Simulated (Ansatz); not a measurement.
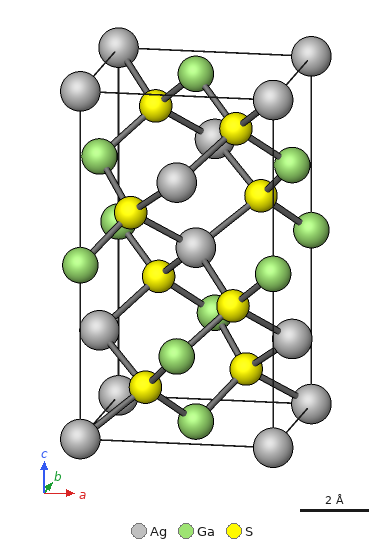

The image is a ball-and-stick drawing of a crystal, viewed slightly off an axis. Lines trace the edges of the conventional unit cell. Cell: a = 5.79 Å, b = 5.79 Å, c = 10.52 Å, α = 90.00°, β = 90.00°, γ = 90.00°.

Note that this is a generated cell, made by putting these elements into a known structure type (the compound may or may not exist in this form), and that it hasn't been relaxed. It went into a calculation with Ansatz.

Summary of the structure:

Answer. The formula is GaAgS2. Its lattice is body-centred tetragonal, its space group I-42d (No. 122). Type of structure: chalcopyrite. There are 16 atoms in the cell: 4 Ga, 4 Ag, 8 S. The neighbours of Ag are four S in a distorted tetrahedral arrangement at about 2.6 Å. Each Ga has four S in a tetrahedral arrangement at about 2.3 Å. About every S there are two Ag and two Ga in a distorted tetrahedral arrangement (about 2.6 Å to Ag, 2.3 Å to Ga). The bonds build a three-dimensional framework.

All computed values are from DFT, PAW plane waves, r2SCAN (Ansatz 0.2.0). Settings: plane-wave cutoff 500 eV, k-points about 0.25 Å⁻¹ apart, Fermi-Dirac smearing of 0.011 eV, no spin polarisation.

How large a gap does the method give, if there is one?

Answer. A semiconductor at this level, with a gap of 1.44 eV on the k-mesh.

How charged are the atoms, by the Bader scheme?

Answer. Ga +1.32 e; Ag +0.45 e; S -0.88 e.

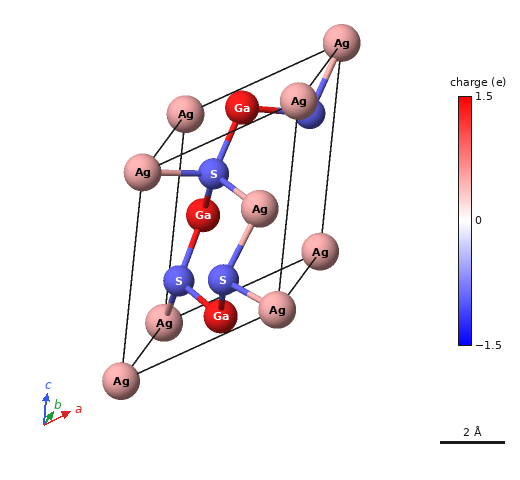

The atoms coloured by those charges. The run's cell of 8 atoms is drawn, so axes and origin can differ from the first picture.

Are forces and stress small enough to call this relaxed?

Answer. No. The largest force is 0.12 eV/Å, on S. The pressure is -1.7 GPa, so the cell would contract.

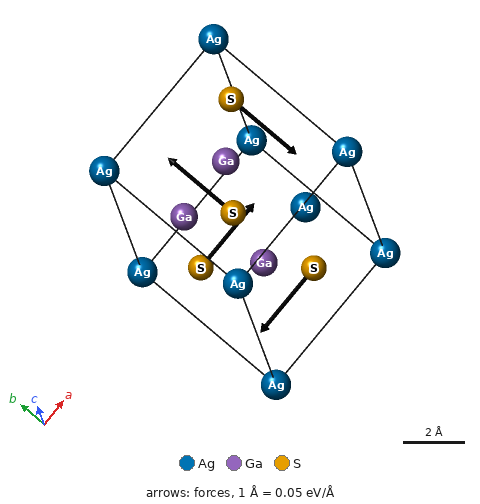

The forces as arrows. The run's cell of 8 atoms is drawn, so axes and origin can differ from the first picture.
